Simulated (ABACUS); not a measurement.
**C: relaxation of cell and atoms**

System: C (2 atoms in the cell).
Method: Kohn-Sham DFT of a periodic cell, revPBE, SSSP 1.3 efficiency PBE (ABACUS 3.10.1).

The structure derives from an entry of the Crystallography Open Database.

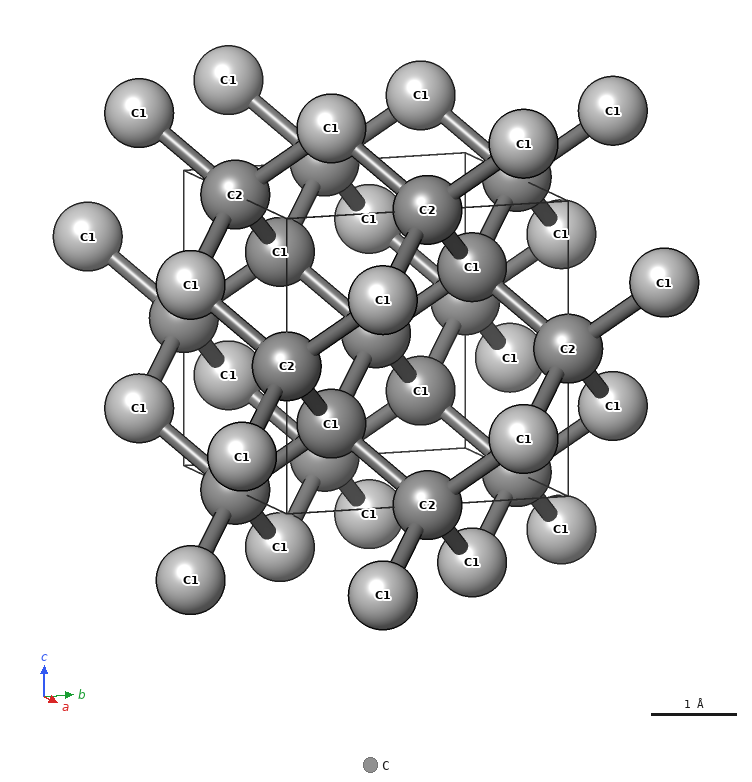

Figure 1. The input geometry (ball-and-stick view of the cell 4 times as large as that of the calculation, set on its symmetry axes, seen slightly off an axis; neighbours outside the cell are drawn fainter; atoms are numbered from 1 in the order of the input). Near neighbours in the crystal (not all of them lie inside the picture): C has 4 C at 1.54 Å.

### Input
```
INPUT_PARAMETERS
suffix              C
calculation         cell-relax
basis_type          pw
pseudo_dir          ./
symmetry            1
dft_functional      revpbe
ecutwfc             55
pseudo_rcut         10
nspin               1
nbands              8
ks_solver           dav
smearing_method     fd
smearing_sigma      0.00367493
scf_thr             1e-08
scf_nmax            100
mixing_type         broyden
mixing_beta         0.7
cal_force           1
cal_stress          1
ecutrho             440
relax_nmax          60
force_thr_ev        0.01
relax_method        cg
out_stru            1
stress_thr          0.2
kpar                4
```

### File STRU
```
ATOMIC_SPECIES
C 12.0110 C.pbe-n-kjpaw_psl.1.0.0.UPF

LATTICE_CONSTANT
1.8897261246

LATTICE_VECTORS
0.0000000000 1.7833700000 1.7833700000
1.7833700000 0.0000000000 1.7833700000
1.7833700000 1.7833700000 0.0000000000

ATOMIC_POSITIONS
Direct

C
0.0
2
0.7500000000 0.7500000000 0.7500000000 1 1 1
0.5000000000 0.5000000000 0.5000000000 1 1 1
```

### File KPT
```
K_POINTS
0
Gamma
10 10 10 0 0 0
```

Run as:
```bash
OMP_NUM_THREADS=1 mpirun -np 4 abacus > log
```

### Output
```
ABACUS v3.10.1

               Atomic-orbital Based Ab-initio Computation at UStc

 ------------------------------------------------------------------------------------

 READING GENERAL INFORMATION
                           global_out_dir = OUT.C/
                           global_in_card = INPUT
                               pseudo_dir = ./
                              orbital_dir =
                                    DSIZE = 4
                                    GSIZE = 1

 READING UNITCELL INFORMATION
                                    ntype = 1
                  lattice constant (Bohr) = 1.88973
              lattice constant (Angstrom) = 1

 READING ATOM TYPE 1
                               atom label = C
                      L=0, number of zeta = 1
                      L=1, number of zeta = 1
                      L=2, number of zeta = 1
             number of atom for this type = 2

                        TOTAL ATOM NUMBER = 2
DIRECT COORDINATES
    atom                   x                   y                   z     mag                  vx                  vy                  vz
taud_C1            0.7500000000        0.7500000000        0.7500000000  0.0000        0.0000000000        0.0000000000        0.0000000000
taud_C2            0.5000000000        0.5000000000        0.5000000000  0.0000        0.0000000000        0.0000000000        0.0000000000

                          Volume (Bohr^3) = 76.551
                             Volume (A^3) = 11.3437

 Lattice vectors: (Cartesian coordinate: in unit of a_0)
                   +0            +1.78337            +1.78337
             +1.78337                  +0            +1.78337
             +1.78337            +1.78337                  +0
 Reciprocal vectors: (Cartesian coordinate: in unit of 2 pi/a_0)
            -0.280368           +0.280368           +0.280368
            +0.280368           -0.280368           +0.280368
            +0.280368           +0.280368           -0.280368
 The esolver type has been set to : ksdft_pw

 !!!!!!!!!!!!!!!!!!!!!!!!!!!!!!!!!!!!!!!!!!!!!!!!!!!!!!!!!
                         NOTICE
 !!!!!!!!!!!!!!!!!!!!!!!!!!!!!!!!!!!!!!!!!!!!!!!!!!!!!!!!!

 PAW POTENTIAL IS NOT SUPPORTED
 CHECK IN FILE : OUT.C/warning.log

 !!!!!!!!!!!!!!!!!!!!!!!!!!!!!!!!!!!!!!!!!!!!!!!!!!!!!!!!!
                         NOTICE
 !!!!!!!!!!!!!!!!!!!!!!!!!!!!!!!!!!!!!!!!!!!!!!!!!!!!!!!!!
 Check in file : OUT.C/warning.log
```

### Standard output
```
ABACUS v3.10.1

               Atomic-orbital Based Ab-initio Computation at UStc

 !!!!!!!!!!!!!!!!!!!!!!!!!!!!!!!!!!!!!!!!!!!!!!!!!!!!!!!!!
                         NOTICE
 !!!!!!!!!!!!!!!!!!!!!!!!!!!!!!!!!!!!!!!!!!!!!!!!!!!!!!!!!

 PAW POTENTIAL IS NOT SUPPORTED
 CHECK IN FILE : OUT.C/warning.log

 !!!!!!!!!!!!!!!!!!!!!!!!!!!!!!!!!!!!!!!!!!!!!!!!!!!!!!!!!
                         NOTICE
 !!!!!!!!!!!!!!!!!!!!!!!!!!!!!!!!!!!!!!!!!!!!!!!!!!!!!!!!!
```

### File warning.log
```
Pseudopot_upf::read_pseudo_upf201_header  warning : PAW POTENTIAL IS NOT SUPPORTED
```

### Outcome

```json
{"quantity": "outcome", "value": "refused by the program"}
{"quantity": "space group (tolerance 0.01 Å)", "value": "Fd-3m (227)"}
{"quantity": "electrons treated", "value": "8"}
{"quantity": "hardware", "value": "4 threads of Intel Xeon (Granite Rapids), 12 GiB of memory available, shared host"}
```

### Diagnosis

The program refused the input: “PAW POTENTIAL IS NOT SUPPORTED”
